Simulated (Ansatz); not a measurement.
Structure data:

```xyz
4
Lattice="2.9214 0.0000 0.0000 -1.4607 2.5300 0.0000 0.0000 0.0000 9.2010" Properties=species:S:1:pos:R:3 pbc="T T T"
Ti    1.4607    0.8433    0.0000
Ti    0.0000    1.6867    6.9043
Ti    0.0000    1.6867    2.2967
Al    1.4607    0.8433    4.6005
```

### Work out the structure from the coordinates.

The compound is Ti₃Al. It belongs to space group P-6m2 (No. 187) and has a primitive hexagonal lattice. Atoms per cell: 4 (3 Ti, 1 Al).

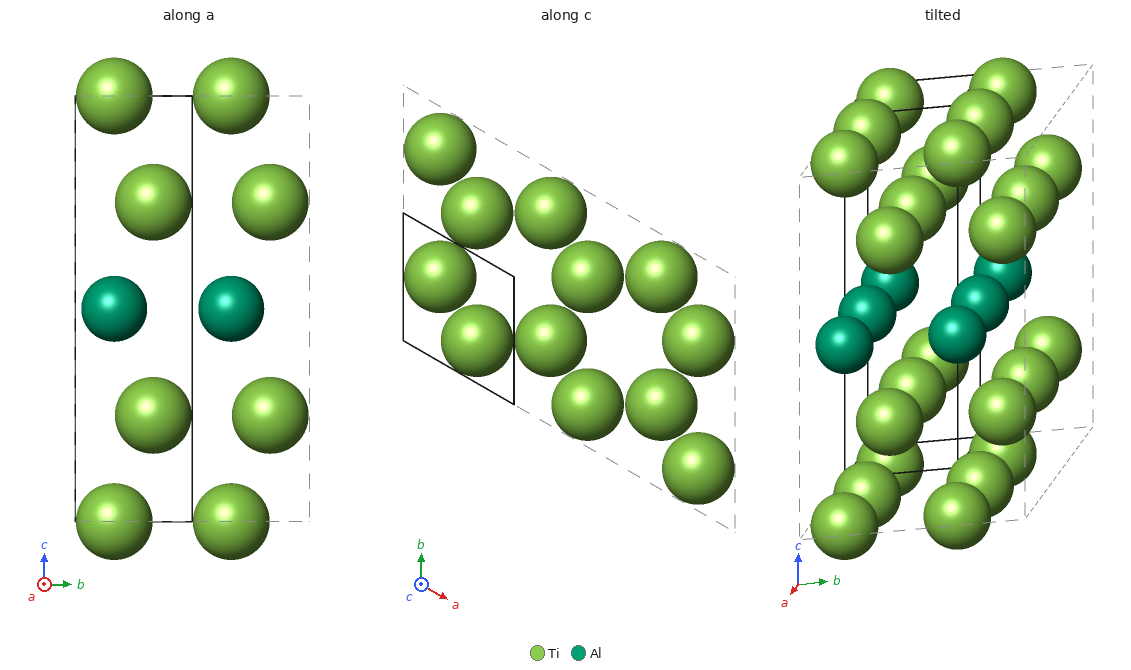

Spheres-only model, viewed along the a axis, along the c axis and slightly off an axis. The drawing covers 3×2×1 cells, and the solid lines enclose one conventional unit cell.

Its origin is a structure listed in the Materials Project. Earlier steps of the study, as a rule a relaxation of our own, may have changed the cell and positions, so they can lie some per cent off the listed ones. It went into a calculation with Ansatz.
